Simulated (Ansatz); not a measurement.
## BN (P6_3mc): how ε∞ follows the gap

The empty bands of BN (P6_3mc) are shifted up rigidly by Δ, and ε∞ along x is computed for each shift. x, y and z are the Cartesian axes of the input cell.

Cell: a, b, c = 2.536, 2.536, 4.199 Å (primitive vectors), 4 atoms.

Method: Ansatz 0.2.0, PBE, independent particles, k-mesh 12×12×5 with interpolation inside its cells, Gaussian parameter 0.1 eV.

Launch of the response step: `ansatz run input.yaml --threads 4 --pin off --max-ram 8192MiB --backend cpu --events-out ev --progress --plain --runs-dir out`. The series took 4.0 min in all, on 4 threads of Intel(R) Xeon(R) Processor @ 2.50GHz (Skylake/Cascade Lake), on a shared host.

| Δ (eV) | ε∞ along x |
| --- | --- |
| 0.00 | 4.651 |
| 0.40 | 4.542 |
| 0.80 | 4.441 |
| 1.20 | 4.345 |
| 1.60 | ? |
| 2.00 | 4.169 |

With one effective transition at E₀ and fixed dipole strength, ε∞ − 1 = A/(E₀ + Δ), so 1/(ε∞ − 1) is linear in Δ.

Working, on the rows shown:

| x = Δ (eV) | y = 1/(ε∞ − 1) |
| --- | --- |
| 0 | 0.273898 |
| 0.4 | 0.282326 |
| 0.8 | 0.290613 |
| 1.2 | 0.298954 |
| 2 | 0.315557 |

Means: x̄ = 0.88, ȳ = 0.29227. Σ(x − x̄)(y − ȳ) = 0.04929, Σ(x − x̄)² = 2.368. Slope = 0.04929 / 2.368 = 0.02082; intercept = ȳ − slope · x̄ = 0.27395. Turned back into ε∞ along x, the line misses the rows shown by at most 0.00071.

Fill in the last column of the withheld row.

At x = 1.6 the line gives y = 0.30726, that is 4.255. The run gave 4.254, so the interpolation is off by 0.0006, 0.1 % of the range in the table.

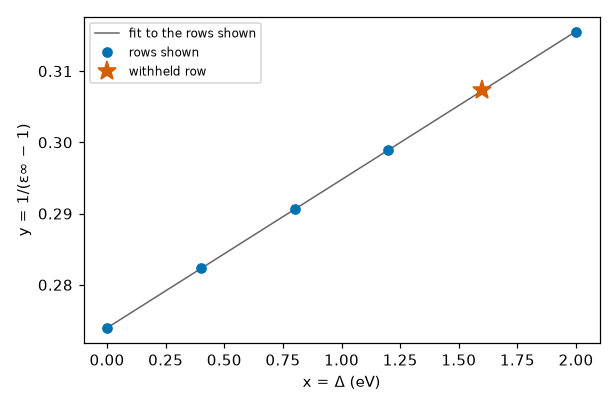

Refitted with all rows, the slope is 0.02083 and the intercept 0.27395. These give E₀ = intercept/slope = 13.2 eV, far above the least direct gap of 8.36 eV: most of the screening comes from transitions well over the edge. Over the first step ε∞ falls by 6 % per eV. The cell comes from an older database entry, whose edges can be off by a per cent or so. Excitons are left out and so are local fields; PBE gaps are as a rule too small.
